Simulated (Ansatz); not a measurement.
System: TiO₂, space group R-3m (No. 166).

Structure:
```cif
data_structure
_symmetry_space_group_name_H-M 'P 1'
_symmetry_Int_Tables_number 1
_cell_length_a 7.1924
_cell_length_b 7.1924
_cell_length_c 7.1924
_cell_angle_alpha 24.032
_cell_angle_beta 24.032
_cell_angle_gamma 24.032
_cell_volume 54.22
loop_
_atom_site_label
_atom_site_type_symbol
_atom_site_fract_x
_atom_site_fract_y
_atom_site_fract_z
_atom_site_occupancy
Ti1 Ti 0.00000 0.00000 0.00000 1
O1 O 0.37953 0.37953 0.37953 1
O2 O 0.62047 0.62047 0.62047 1
```

Calculation (Ansatz 0.2.0): all-electron LAPW DFT, no spin polarisation; energies at scaled volumes of the given cell, shape and fractions fixed, counted from the fit's minimum, third-order Birch-Murnaghan fit. Level: LDA.

k mesh 10×10×10; occupations Fermi–Dirac; smearing width 0.05 eV; potentials all electron LAPW, scalar relativistic; program settings basis error eV/atom 0.002.

What does the calculation give for the energy and pressure against volume? The volume takes the values 16.99, 17.35, 17.71, 18.07, 18.44, 18.80, 19.16 Å³/atom.

A third-order Birch–Murnaghan fit gives V0 = 17.06 Å³/atom, B0 = 146 GPa and B′ = 4.3. The energy rises from 0.12 meV/atom at volume 16.99 Å³/atom to 96.05 meV/atom at 19.16 Å³/atom. The pressure falls from 0.57 GPa at volume 16.99 Å³/atom to −13.21 GPa at 19.16 Å³/atom, and changes sign near 17.06 Å³/atom.

```json
{"volume (Å³/atom)": "16.99", "energy (meV/atom)": "0.12", "pressure (GPa)": "0.57"}
{"volume (Å³/atom)": "17.35", "energy (meV/atom)": "2.26", "pressure (GPa)": "-2.41"}
{"volume (Å³/atom)": "17.71", "energy (meV/atom)": "10.77", "pressure (GPa)": "-5.08"}
{"volume (Å³/atom)": "18.07", "energy (meV/atom)": "24.97", "pressure (GPa)": "-7.47"}
{"volume (Å³/atom)": "18.44", "energy (meV/atom)": "44.26", "pressure (GPa)": "-9.60"}
{"volume (Å³/atom)": "18.80", "energy (meV/atom)": "68.12", "pressure (GPa)": "-11.51"}
{"volume (Å³/atom)": "19.16", "energy (meV/atom)": "96.05", "pressure (GPa)": "-13.21"}
```

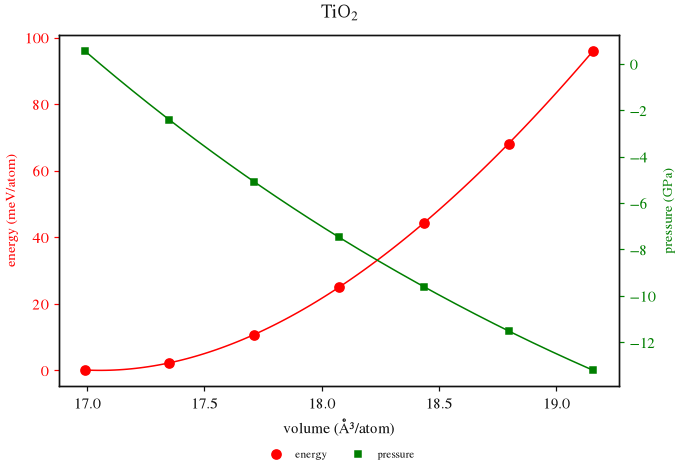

Caveats: the fit and the printed pressures don't fully agree, or the minimum lies near the end of the range; shape and atomic fractions are frozen while scaling, which makes layered, chain and framework solids too stiff.
